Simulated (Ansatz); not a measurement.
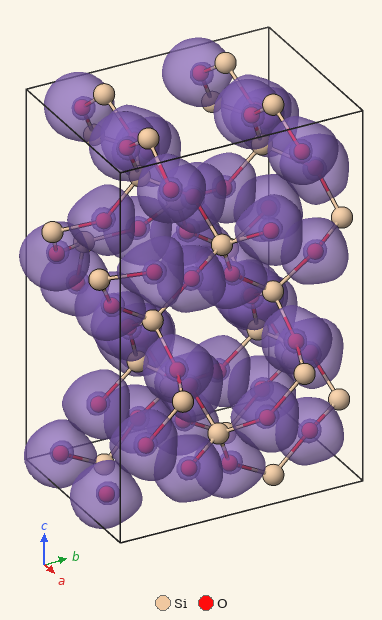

Si$_{24}$O$_{47}$ (cell charge +1, with a compensating background) (cell with a defect). Isosurface of the ELF at 0.65 (purple), seen slightly off an axis. Only the valence region is drawn (cores and ρ < 0.01 e/Å³ removed). Sticks mark near contacts.

PAW files of the earlier set (soft_1); spin-polarised.

These are results of DFT PBE, scalar-relativistic, plane waves, PAW in Ansatz, not measurements.

In a PAW calculation such maps are meaningful between the atoms, not at the nuclei.

### Identify the bonds, lone pairs and shells in this picture.

The ELF exceeds this value in 47 regions on O in which the atom's valence shell and bonds are merged and one lobe on Si, pointing away from the bonds (lone pairs), counted in one cell of 71 atoms. Any copies at cell faces, edges or corners count once. Profiles from the grid: Si–O (1.59 Å): the ELF peaks at about 0.85 between the atoms, as expected for a shared but strongly polarised pair. Si–O (1.63 Å): the ELF peaks at about 0.85 between the atoms: a shared but strongly polarised pair.

### Does the calculation give a band gap?

It is gapped, with a Kohn–Sham gap of 1.9 eV at the Γ point, the only k-point used.
